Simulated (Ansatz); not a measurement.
Geometry relaxation, with input and output: C (part 2 of 2)

The same run, continued: C (8 atoms in the cell); DFT PBE, scalar-relativistic, plane waves, PAW, PAW set soft_1, no spin polarisation (Ansatz 0.2.0); cutoff 520 eV, 12×12×4 k-mesh, Gaussian smearing of 0.02 eV. The structure derives from an entry of the Crystallography Open Database.

Geometry of the input (Å; fractional positions):
```
2.5221  0.0000  0.0000
-1.2610  2.1842  0.0000
0.0000  0.0000  8.2371
C  0.0000  0.0000  0.0938
C  0.0000  0.0000  0.5938
C  0.0000  0.0000  0.4062
C  0.0000  0.0000  0.9062
C  0.3333  0.6667  0.1562
C  0.6667  0.3333  0.6562
C  0.3333  0.6667  0.3438
C  0.6667  0.3333  0.8438
```

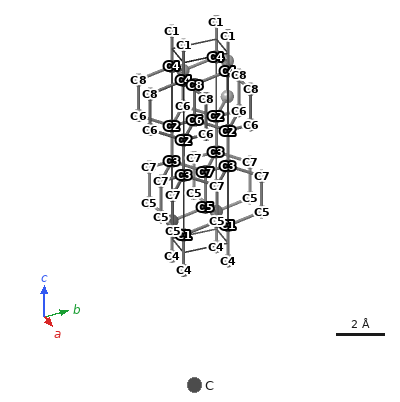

Fig. 1: The geometry at step 2 of the log (ball-and-stick view of the cell of the calculation, seen slightly off an axis; neighbours outside the cell are drawn fainter; atoms are numbered from 1 in the order of the input).

## Output, continued
```
SCF iter   1: F=—  HF=-2006.399497 eV  |F-HF|=—  |Δ(HF+E_count)|=         —  Δρ=1.01e-3  dr2=3.89e-4  ethr=1.23e-6  ⟨swp⟩=2.2  Hψ=7241  notcnv=0
preconditioner: auto → none  [insulator: Δε(μ)=4.544 eV  Ē_g=16.972 eV  σ=0.020 eV  W_gap=1.00  n_scr=6 (ndim 8)  ℏωp=31.1 eV  f_vac=0.000  D(μ)=0.00/eV (n_scr^D=0)  ε∞_Penn≈4.4]
SCF iter   2: F=—  HF=-2006.399385 eV  |F-HF|=—  |Δ(HF+E_count)|=   1.12e-4  Δρ=3.58e-4  dr2=3.05e-5  ethr=1.22e-6  ⟨swp⟩=2.1  Hψ=1849  notcnv=0
SCF iter   3: F=—  HF=-2006.399382 eV  |F-HF|=—  |Δ(HF+E_count)|=   2.90e-6  Δρ=1.24e-4  dr2=3.30e-6  ethr=9.55e-8  ⟨swp⟩=2.4  Hψ=2256  notcnv=0
iter 4 did not close the SCF: its close was put off for the readings that it lacked (scf_convergence_deferred on its scf_iter line)
SCF iter   4: F=-2006.399383 eV  HF=-2006.399383 eV  |F-HF|=1.91e-8  |Δ(HF+E_count)|=   1.94e-7  Δρ=1.78e-5  dr2=6.93e-8  ethr=1.03e-8  ⟨swp⟩=2.5  Hψ=1942  notcnv=0
iter 5 did not close the SCF: its close was put off for the readings that it lacked (scf_convergence_deferred on its scf_iter line)
SCF iter   5: F=-2006.399383 eV  HF=-2006.399383 eV  |F-HF|=2.36e-11  |Δ(HF+E_count)|=   2.80e-8  Δρ=2.26e-6  dr2=1.34e-9  ethr=2.17e-10  ⟨swp⟩=2.4  Hψ=2247  notcnv=0
SCF iter   6: F=-2006.399383 eV  HF=-2006.399383 eV  |F-HF|=3.14e-11  |Δ(HF+E_count)|=  3.91e-10  Δρ=4.45e-7  dr2=2.90e-11  ethr=4.19e-12  ⟨swp⟩=4.8  Hψ=6571  notcnv=0
SCF 4 converged in 6 iterations: F = -2006.399383 eV  dr2 = 2.90e-11
relax step   4: F+E_penalty+E_count = -2006.39938268 eV  Δ(F+E_penalty+E_count) = -1.301e-3 eV  max|allowed force component| = 1.072e-3 eV/Å  Δτ_max = 0.0032 Å  P = +0.015 GPa  Ω = 45.602 Å³  energy of the carried Pulay correction = -2.219e-5 eV  (6 SCF iters, dr2 threshold 8.00e-7 eV, accepted)
Initial wavefunctions: pseudopotential atomic-orbital guess (no wavefunctions were taken with the density)
iter 1 solved again at ethr=7.90e-9 eV; its pass at ethr=3.10e-3 eV (dr2=2.53e-6 eV) is discarded
SCF iter   1: F=—  HF=-2006.399416 eV  |F-HF|=—  |Δ(HF+E_count)|=         —  Δρ=1.01e-5  dr2=3.48e-9  ethr=7.90e-9  ⟨swp⟩=4.0  Hψ=10839  notcnv=0
preconditioner: auto → none  [insulator: Δε(μ)=4.543 eV  Ē_g=16.972 eV  σ=0.020 eV  W_gap=1.00  n_scr=6 (ndim 8)  ℏωp=31.1 eV  f_vac=0.000  D(μ)=0.00/eV (n_scr^D=0)  ε∞_Penn≈4.4]
SCF iter   2: F=—  HF=-2006.399404 eV  |F-HF|=—  |Δ(HF+E_count)|=   1.21e-5  Δρ=5.03e-6  dr2=8.61e-10  ethr=1.09e-11  ⟨swp⟩=2.6  Hψ=2365  notcnv=0
iter 3 did not close the SCF: its close was put off for the readings that it lacked (scf_convergence_deferred on its scf_iter line)
SCF iter   3: F=-2006.399404 eV  HF=-2006.399404 eV  |F-HF|=2.18e-11  |Δ(HF+E_count)|=   9.07e-9  Δρ=4.27e-7  dr2=2.99e-11  ethr=2.69e-12  ⟨swp⟩=2.6  Hψ=2370  notcnv=0
iter 4 did not close the SCF: its close was put off for the readings that it lacked (scf_convergence_deferred on its scf_iter line)
SCF iter   4: F=-2006.399404 eV  HF=-2006.399404 eV  |F-HF|=4.55e-12  |Δ(HF+E_count)|=  2.91e-11  Δρ=1.33e-7  dr2=2.37e-12  ethr=1.00e-12  ⟨swp⟩=1.1  Hψ=1373  notcnv=0
iter 5 did not close the SCF: its close was put off for the readings that it lacked (scf_convergence_deferred on its scf_iter line)
SCF iter   5: F=-2006.399404 eV  HF=-2006.399404 eV  |F-HF|=1.36e-12  |Δ(HF+E_count)|=  2.73e-12  Δρ=8.42e-8  dr2=1.13e-12  ethr=1.00e-12  ⟨swp⟩=1.0  Hψ=1368  notcnv=0
iter 6 did not close the SCF: its close was put off for the readings that it lacked (scf_convergence_deferred on its scf_iter line)
SCF iter   6: F=-2006.399404 eV  HF=-2006.399404 eV  |F-HF|=9.09e-13  |Δ(HF+E_count)|=  1.82e-12  Δρ=3.15e-8  dr2=1.92e-13  ethr=1.00e-12  ⟨swp⟩=1.0  Hψ=1368  notcnv=0
SCF iter   7: F=-2006.399404 eV  HF=-2006.399404 eV  |F-HF|=0.00e0  |Δ(HF+E_count)|=  4.55e-13  Δρ=1.23e-8  dr2=1.79e-14  ethr=1.00e-12  ⟨swp⟩=3.1  Hψ=4310  notcnv=0
SCF 5 converged in 7 iterations: F = -2006.399404 eV  dr2 = 1.79e-14
relax step   5: F+E_penalty+E_count = -2006.39940409 eV  Δ(F+E_penalty+E_count) = -2.142e-5 eV  max|allowed force component| = 1.084e-3 eV/Å  Δτ_max = 0.0000 Å  P = +0.014 GPa  Ω = 45.602 Å³  stress off target by 1.88e-2 GPa  SCF on the basis re-selected at this cell (its energy is not comparable with the rows above)  (7 SCF iters)
basis re-selected at this cell: Δ(F+E_penalty+E_count) = -2.142e-5 eV, ΔP = -0.001 GPa vs the last step (what re-selecting the basis moved, of the pressure what is left beyond the Pulay correction that the steps carried, after the strain that the cell walked since its last selection, with what the two solves' SCF thresholds leave and, on support functions, any second-order correction that the steps lacked; it is no measure of the basis error at this ecutwfc). This SCF's stress stands 1.88e-2 GPa from its target on what of the cell is left free (relax.cell.stress_tol is 5.00e-2 GPa) and its largest allowed force component is 1.08e-3 eV/Å (relax.f_tol is 5.00e-3 eV/Å): within both
SCF converged after 7 iterations
Free energy (F): -2006.399404 eV
Harris-Foulkes:  -2006.399404 eV  (|F-HF|=0.00e0)
Internal energy: -2006.399404 eV  (E = F + TS)
E sigma→0 (E₀):  -2006.399404 eV
Fermi energy:    15.654891 eV
--- Per-component energies (eV) ---
  E_band       = 137.747270
  E_kinetic    = 717.449883
  E_local      = -444.984968  (includes V_loc(G=0)·N_el)
  E_nonlocal   = 183.511088
  E_hartree    = 107.026391
  E_xc         = -381.333119
  E_vxc        = -470.934713  (∫ρ·V_xc dr)
  E_paw        = -799.578689  (= ΣΔE_a)
  E_vpaw       = -61.346821  (= ΣTr[D̂ρ^β])
  E_aug_tail   = 0.000018  (compensation charges beyond the density's cutoff)
  E_ewald      = -1388.490009
  E_smearing   = -0.000000  (= −TS)
  E_closure    = 0.000000  (closes the sum)
  Σ components = -2006.399404   (vs F -2006.399404, Δ=0.00e0)
--- Forces (eV/Å), atoms counted from 1 ---
  atom   1  C     -0.00000000    -0.00000000    -0.00108382
  atom   2  C     -0.00000000     0.00000000    -0.00108382
  atom   3  C      0.00000000     0.00000000     0.00108382
  atom   4  C     -0.00000000    -0.00000000     0.00108382
  atom   5  C     -0.00000000     0.00000000    -0.00035316
  atom   6  C      0.00000000    -0.00000000    -0.00035316
  atom   7  C     -0.00000000     0.00000000     0.00035316
  atom   8  C      0.00000000    -0.00000000     0.00035316
  max |Σ_I F_I| component: 6.48e-17 eV/Å
--- Stress (GPa, compression-positive) ---
        0.018761      -0.000000       0.000000
        0.000000       0.018761       0.000000
        0.000000       0.000000       0.003897
  P = ⅓ Tr σ = 0.0138 GPa (0.138 kbar)
--- Band table (eV; the first three rows and the last of 57) ---
  k-point 0: bands = ["-8.1773", "-6.5395", "-6.4366", "-2.5280", "-0.0823", "6.5618", "6.6548", "10.4586", "10.4586", "11.5536", "11.5536", "11.6609", "11.6609", "13.1651", "13.3833", "13.3833", "18.6840", "18.6840", "18.8487", "20.4944", "20.4944", "20.9588", "21.2844", "21.2844"]
  k-point 1: bands = ["-8.0708", "-7.2239", "-5.5568", "-3.2698", "0.8380", "4.5179", "8.7364", "10.5351", "10.5351", "11.1238", "11.1238", "12.1690", "12.1690", "12.4411", "13.1979", "13.1979", "18.9031", "18.9031", "19.2716", "20.0954", "20.0954", "20.6979", "21.5858", "21.5858"]
  k-point 2: bands = ["-7.7521", "-7.7521", "-4.4563", "-4.4563", "2.5543", "2.5543", "10.7608", "10.7608", "10.7608", "10.7608", "10.7699", "10.7699", "12.7372", "12.7372", "12.7372", "12.7372", "19.4480", "19.4480", "19.4480", "19.4480", "20.0610", "20.0610", "21.7148", "21.7148"]
  k-point 56: bands = ["-0.8096", "-0.8096", "-0.5920", "-0.5920", "1.6920", "1.6920", "2.4074", "2.4074", "4.0465", "4.0465", "4.8645", "4.8645", "7.9739", "7.9739", "8.3189", "8.3189", "18.5306", "18.5306", "23.0769", "23.0769", "24.0652", "24.0652", "25.0513", "25.0513"]
--- Relaxed structure (4 steps of the walk, 4 accepted, 1 SCFs on fresh bases) ---
  F+E_penalty+E_count = -2006.39940409 eV   max|allowed force component| = 1.084e-3 eV/Å   (the final SCF, on the basis selected at the relaxed cell)
  cell:  # Å, volume = 45.6024 Å³
    - [2.5180642185653137, -2.8821325128540855e-11, 0.0]
    - [-1.2590321092576968, 2.1807075816525834, 0.0]
    - [0.0, 0.0, 8.304691935250721]
  atoms:
    - { symbol: C, position: [-1.0351910739001913e-33, -1.2486931515373185e-33, 0.09297324937232132] }
    - { symbol: C, position: [1.008557737617989e-33, 1.617009410279871e-33, 0.5929732493723213] }
    - { symbol: C, position: [-1.2947952675040059e-33, -1.704266379312522e-33, 0.4070267506276788] }
    - { symbol: C, position: [9.585633698445832e-34, 1.4406584833998145e-33, 0.9070267506276787] }
    - { symbol: C, position: [0.33333333333333337, 0.6666666666666667, 0.1555299994775568] }
    - { symbol: C, position: [0.6666666666666667, 0.33333333333333337, 0.6555299994775569] }
    - { symbol: C, position: [0.33333333333333337, 0.6666666666666667, 0.3444700005224432] }
    - { symbol: C, position: [0.6666666666666667, 0.33333333333333337, 0.8444700005224433] }
```

## Trajectory as extended XYZ (Å, eV, eV/Å), 5 frames, from step=1 to step=5
```
8
Lattice="2.5221 0.0000 0.0000 -1.2610 2.1842 0.0000 0.0000 0.0000 8.2371" Properties=species:S:1:pos:R:3:forces:R:3 step=1 energy=-2006.37876 pressure_GPa=2.29
C     0.0000    0.0000    0.7722    0.0000   0.0000  -0.3279
C     0.0000    0.0000    4.8908    0.0000   0.0000  -0.3279
C     0.0000    0.0000    3.3463    0.0000   0.0000   0.3279
C     0.0000    0.0000    7.4649    0.0000   0.0000   0.3279
C     0.0000    1.4561    1.2870    0.0000   0.0000  -0.3176
C     1.2610    0.7281    5.4056    0.0000   0.0000  -0.3176
C     0.0000    1.4561    2.8315    0.0000   0.0000   0.3176
C     1.2610    0.7281    6.9501    0.0000   0.0000   0.3176
8
Lattice="2.5142 0.0000 0.0000 -1.2571 2.1773 0.0000 0.0000 0.0000 8.3139" Properties=species:S:1:pos:R:3:forces:R:3 step=2 energy=-2006.39376 pressure_GPa=0.81
C     0.0000    0.0000    0.7720    0.0000   0.0000   0.1298
C     0.0000    0.0000    4.9290    0.0000   0.0000   0.1298
C     0.0000    0.0000    3.3849    0.0000   0.0000  -0.1298
C     0.0000    0.0000    7.5419    0.0000   0.0000  -0.1298
C     0.0000    1.4516    1.2992    0.0000   0.0000  -0.3616
C     1.2571    0.7258    5.4562    0.0000   0.0000  -0.3616
C     0.0000    1.4516    2.8577    0.0000   0.0000   0.3616
C     1.2571    0.7258    7.0146    0.0000   0.0000   0.3616
8
Lattice="2.5175 0.0000 0.0000 -1.2587 2.1802 0.0000 0.0000 0.0000 8.3003" Properties=species:S:1:pos:R:3:forces:R:3 step=3 energy=-2006.39808 pressure_GPa=0.42
C     0.0000    0.0000    0.7716    0.0000   0.0000   0.0474
C     0.0000    0.0000    4.9217    0.0000   0.0000   0.0474
C     0.0000    0.0000    3.3786    0.0000   0.0000  -0.0474
C     0.0000    0.0000    7.5287    0.0000   0.0000  -0.0474
C     0.0000    1.4535    1.2942    0.0000   0.0000  -0.1888
C     1.2587    0.7267    5.4443    0.0000   0.0000  -0.1888
C     0.0000    1.4535    2.8560    0.0000   0.0000   0.1888
C     1.2587    0.7267    7.0061    0.0000   0.0000   0.1888
8
Lattice="2.5181 0.0000 0.0000 -1.2590 2.1807 0.0000 0.0000 0.0000 8.3047" Properties=species:S:1:pos:R:3:forces:R:3 step=4 energy=-2006.39938 pressure_GPa=0.02
C     0.0000    0.0000    0.7721    0.0000   0.0000  -0.0011
C     0.0000    0.0000    4.9245    0.0000   0.0000  -0.0011
C     0.0000    0.0000    3.3802    0.0000   0.0000   0.0011
C     0.0000    0.0000    7.5326    0.0000   0.0000   0.0011
C     0.0000    1.4538    1.2916    0.0000   0.0000  -0.0004
C     1.2590    0.7269    5.4440    0.0000   0.0000  -0.0004
C     0.0000    1.4538    2.8607    0.0000   0.0000   0.0004
C     1.2590    0.7269    7.0131    0.0000   0.0000   0.0004
8
Lattice="2.5181 0.0000 0.0000 -1.2590 2.1807 0.0000 0.0000 0.0000 8.3047" Properties=species:S:1:pos:R:3:forces:R:3 step=5 energy=-2006.39940 pressure_GPa=0.01
C     0.0000    0.0000    0.7721    0.0000   0.0000  -0.0011
C     0.0000    0.0000    4.9245    0.0000   0.0000  -0.0011
C     0.0000    0.0000    3.3802    0.0000   0.0000   0.0011
C     0.0000    0.0000    7.5326    0.0000   0.0000   0.0011
C     0.0000    1.4538    1.2916    0.0000   0.0000  -0.0004
C     1.2590    0.7269    5.4440    0.0000   0.0000  -0.0004
C     0.0000    1.4538    2.8607    0.0000   0.0000   0.0004
C     1.2590    0.7269    7.0131    0.0000   0.0000   0.0004
```

## Key numbers

| quantity | value |
| --- | --- |
| outcome | converged |
| space group (tolerance 0.01 Å) | P6₃/mmc (194) |
| electrons treated | 32 |
| free energy | −2006.3994 eV |
| Fermi energy | 15.655 eV |
| gap on the k-point mesh | 4.54 eV |
| pressure | 0.01 GPa |
| final volume | 45.60 Å³ |
| largest force (length of the vector) at the end | 0.001 eV/Å |
| final cell | a = 2.518 Å, b = 2.518 Å, c = 8.305 Å, α = 90.00°, β = 90.00°, γ = 120.00° |
| hardware | 2 threads of Arm Neoverse N1, 98 GiB of memory available, shared host |
| wall time | 25 s (CPU time 48 s) |
| peak memory | 0.36 GiB |
